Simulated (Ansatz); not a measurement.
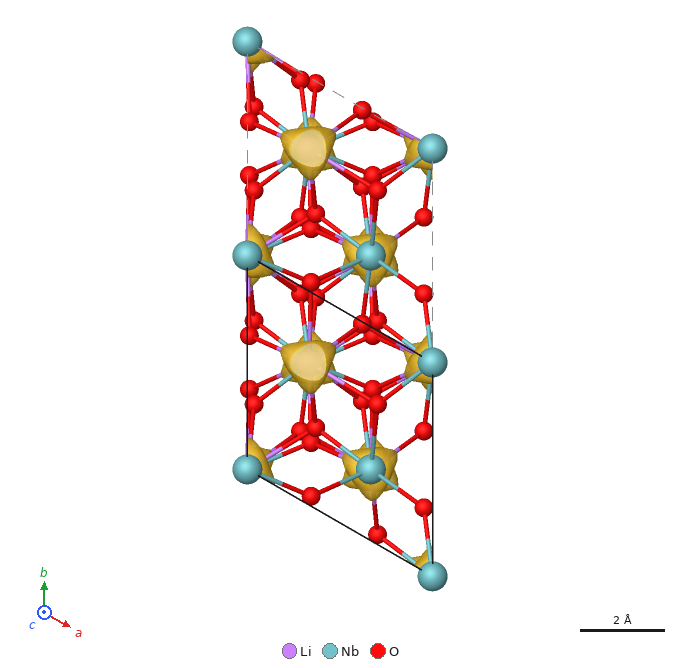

Crystal voids of LiNbO₃ (R3c): the yellow surface encloses the regions where the procrystal electron density, the sum of the densities of spherically averaged neutral Hartree-Fock atoms, is below 0.01 e/bohr³ (1×2×1 cells, view along the c axis). No self-consistent density enters. Pale faces close the region where the drawn box cuts it. From Rb on the atoms have core potentials, so only their outer electrons count. The usual level for crystal voids is 0.002 e/bohr³; this crystal has almost no region below it, so a higher level is used, which marks the interstitial space of lowest density.

The cell is taken from the end point of a relaxation with Ansatz 0.2.0, DFT, PAW plane waves, pbesol.

```
CELL_PARAMETERS angstrom
5.13490 0.00000 0.00000
-2.56745 4.44695 0.00000
0.00000 0.00000 13.82509
ATOMIC_POSITIONS crystal
Li 0.66667 0.33333 0.03722
Li 0.00000 0.00000 0.20389
Nb 0.66667 0.33333 0.31957
Nb 0.33333 0.66667 0.15291
O 0.61996 0.63063 0.25532
O 0.01068 0.38004 0.25532
O 0.36937 0.98932 0.25532
O 0.67734 0.96397 0.08866
O 0.03603 0.71338 0.08866
O 0.28662 0.32266 0.08866
Li 0.33333 0.66667 0.37055
Li 0.66667 0.33333 0.53722
Nb 0.33333 0.66667 0.65291
Nb 0.00000 0.00000 0.48624
O 0.28662 0.96397 0.58866
O 0.67734 0.71338 0.58866
O 0.03603 0.32266 0.58866
O 0.34401 0.29730 0.42199
O 0.70270 0.04671 0.42199
O 0.95329 0.65599 0.42199
Li 0.00000 0.00000 0.70389
Li 0.33333 0.66667 0.87055
Nb 0.00000 0.00000 0.98624
Nb 0.66667 0.33333 0.81957
O 0.95329 0.29730 0.92199
O 0.34401 0.04671 0.92199
O 0.70270 0.65599 0.92199
O 0.01068 0.63063 0.75532
O 0.36937 0.38004 0.75532
O 0.61996 0.98932 0.75532
```

Question: What share of the cell is void by this measure?

Answer: The voids take about 2 % of the cell (6.4 Å³ of 315.7 Å³) and are bounded by about 32 Å² of surface per cell.

Question: What shape does the empty space take in three dimensions?

Answer: They are isolated pockets that do not connect across cells.

Question: How low does the density fall, and where?

Answer: To about 0.0082 e/bohr³ near 0.00, 0.00, 0.29 (fractional), 1.2 Å from the nearest nucleus.

Question: At what density do the voids first join through the crystal?

Answer: At about 0.013 e/bohr³, as a three-dimensional network.
